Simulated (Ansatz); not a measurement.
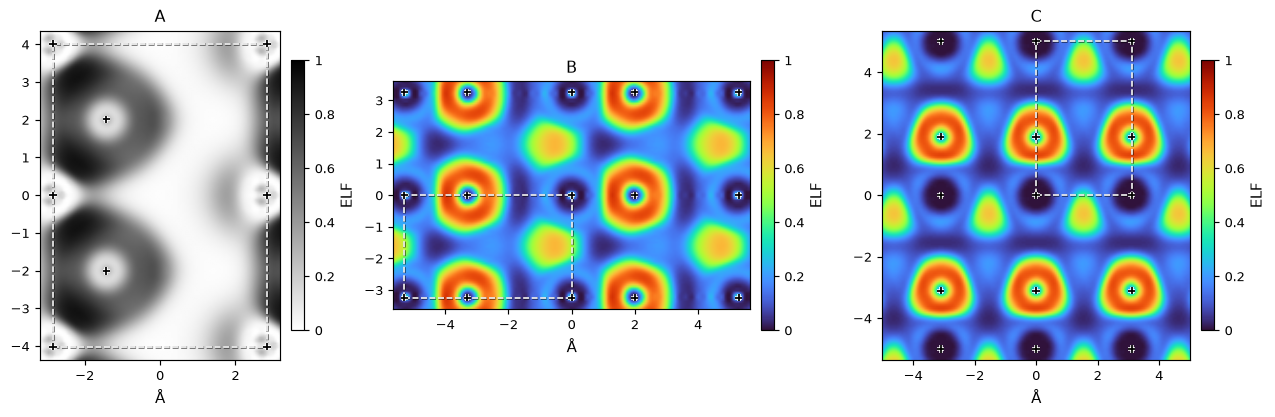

The electron localisation function of 3 systems, each on a plane through atoms (crosses mark nuclei in the plane).

The calculation used DFT, r2SCAN, plane waves, PAW in Ansatz 0.2.0.

System 1: ZnO, the (010) plane of the conventional cell. Space group P6₃mc; started from the wurtzite prototype, which need not be the ambient phase; changed on purpose from its base cell (hydrostatic strain -4.0%); computed pressure about 24 GPa in this cell.

System 2: AlAs, the (101) plane of the conventional cell. Space group F-43m; started from the zincblende prototype, which need not be the ambient phase.

```yaml
crystal:
  lattice:
    - [5.67785, 0.00000, 0.00000]
    - [0.00000, 0.00000, -5.67785]
    - [0.00000, 5.67785, 0.00000]
  atoms:
    - { symbol: Al, position: [0.50000, 0.50000, 0.00000] }
    - { symbol: Al, position: [0.00000, 0.50000, 0.50000] }
    - { symbol: Al, position: [0.00000, 0.00000, 0.00000] }
    - { symbol: Al, position: [0.50000, 0.00000, 0.50000] }
    - { symbol: As, position: [0.25000, 0.75000, 0.25000] }
    - { symbol: As, position: [0.75000, 0.75000, 0.75000] }
    - { symbol: As, position: [0.75000, 0.25000, 0.25000] }
    - { symbol: As, position: [0.25000, 0.25000, 0.75000] }
```

System 3: GaN, the (11̄0) plane of the conventional cell. Space group P6₃mc; started from the wurtzite prototype, which need not be the ambient phase; changed on purpose from its base cell (hydrostatic strain +2.0%); computed pressure about −10 GPa in this cell.

Which map belongs to which system?

Answer. Panel A is system 2, AlAs: the plane holds Al and As. Al–As (2.46 Å): the ELF peaks at about 0.95 between the atoms; a covalent bond. Panel B is system 3, GaN: the plane holds Ga and N. Ga–N (1.99 Å): the ELF peaks at about 0.85 in the valence shell of N, 0.7 Å from its nucleus, and is about 0.45 at the midpoint. Panel C is system 1, ZnO: the plane holds Zn and O. Zn–O (1.90 Å): the ELF peaks at about 0.85 in the valence shell of O, 0.6 Å from its nucleus, and is about 0.25 at the midpoint: no shared electron pair shows on this line.
